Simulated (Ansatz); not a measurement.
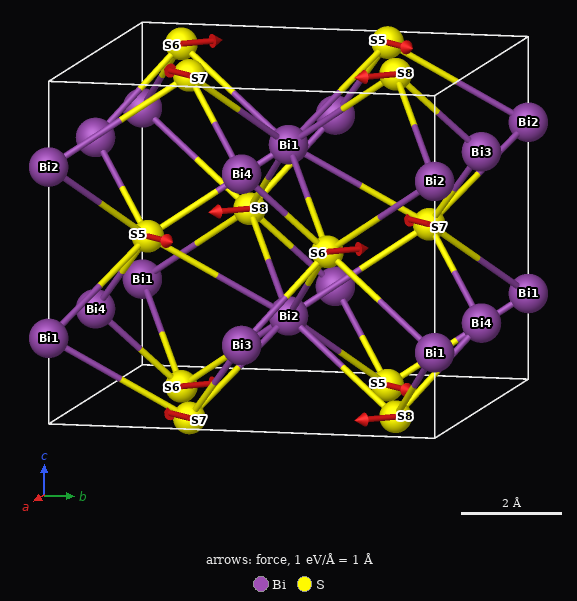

Starting geometry of a crystal of BiS (a generated structure, set up in I4/mcm) with the computed forces as red arrows. A ball-and-stick model of the conventional cell (2 times the calculation's cell), seen slightly off an axis. Lengths and directions refer to the drawn axes.

The start is a swapped structure.

Level of theory: Ansatz 0.2.0, DFT, PAW plane waves, PBE.

Input
```yaml
crystal:
  lattice:
    - [-3.982927, 3.982927, 3.47637]
    - [3.982927, -3.982927, 3.47637]
    - [3.982927, 3.982927, -3.47637]
  atoms:
    - { symbol: Bi, position: [0.25, 0.25, 0.0] }
    - { symbol: Bi, position: [0.75, 0.75, 0.0] }
    - { symbol: Bi, position: [0.75, 0.25, 0.5] }
    - { symbol: Bi, position: [0.25, 0.75, 0.5] }
    - { symbol: S, position: [0.679, 0.179, 0.858] }
    - { symbol: S, position: [0.179, 0.321, 0.5] }
    - { symbol: S, position: [0.321, 0.821, 0.142] }
    - { symbol: S, position: [0.821, 0.679, 0.5] }
  symmetry: { tolerance: 0.0003 }
kpoints:
  mp_grid: { grid: [6, 6, 6], shift: [0, 0, 0] }
magnetization:
  spin_polarized: false
scf:
  occupations: { method: fermi_dirac }
  lower_state_search: "off"
hamiltonian:
  pseudopotentials: { kind: paw }
  xc: pbe
basis:
  ecutwfc: 420
  fft_grid_basis: typed
relax:
  max_steps: 60
  cell: { p_target: 5.0 }
output:
  forces: true
  stress: true
  eigenvalues: true
  bader: true
  populations: true
  elf: true
  write_potential: true
  volumetric_format: npy
  dos:
    e_range: [-12, 8]
    de: 0.05
    projected: { site_lists: { Bi: [Bi], S: [S] } }
checkpoint:
  read: saved_state
```

Launched with:
```bash
ansatz run input.yaml --threads 2 --pin off --max-ram 3584MiB --backend cpu --events-out ev --progress --plain --runs-dir out
```

> Is this structure relaxed? If not, where do the atoms go?

It isn't relaxed: the largest force vector, on S atoms, is 0.97 eV/Å. The atoms end up moving mostly along the starting forces (cosine between the two patterns 1.00). After 7 accepted moves (8 points after the start) the energy has fallen by 0.803 eV per cell of the calculation. With the target pressure of 5 GPa, the enthalpy E + pV changes by −2.278 eV per cell of the calculation. The largest force component goes from 0.69 to 0.00011 eV/Å. The pressure goes from 2.01 to 4.98 GPa. At 1 point the geometry stayed and the basis and grid were re-selected for the new cell (energy shift of 5.1 meV per cell of the calculation at most each time). The largest moves relative to the cell, 0.71 Å, are those of S5, S6, S7 and S8. S6 goes along [−1 1 0]. Bi stays in place. Cell: a = b 7.966 → 7.025 Å (−11.8 %), c 6.953 → 7.024 Å (+1.0 %). Volume −21.4 %. Some distances before and after: Bi3–S5 4.012 → 3.042 Å, Bi3–S5 (another image) 2.662 → 3.042 Å, Bi1–S5 3.405 → 3.042 Å. New bonds form: Bi3–S5 (4.01 → 3.04 Å), Bi3–S6 (4.01 → 3.04 Å), Bi3–S7 (4.01 → 3.04 Å), Bi3–S8 (4.01 → 3.04 Å). Bond angles that change, for instance: S5–Bi3–S7 98.5° → 109.5°, Bi3–S7–Bi4 81.5° → 70.5°, S5–Bi3–S6 115.2° → 109.5°. The space group (tolerance 0.01 Å) goes from I4/mcm (No. 140) to Pm-3m (No. 221).
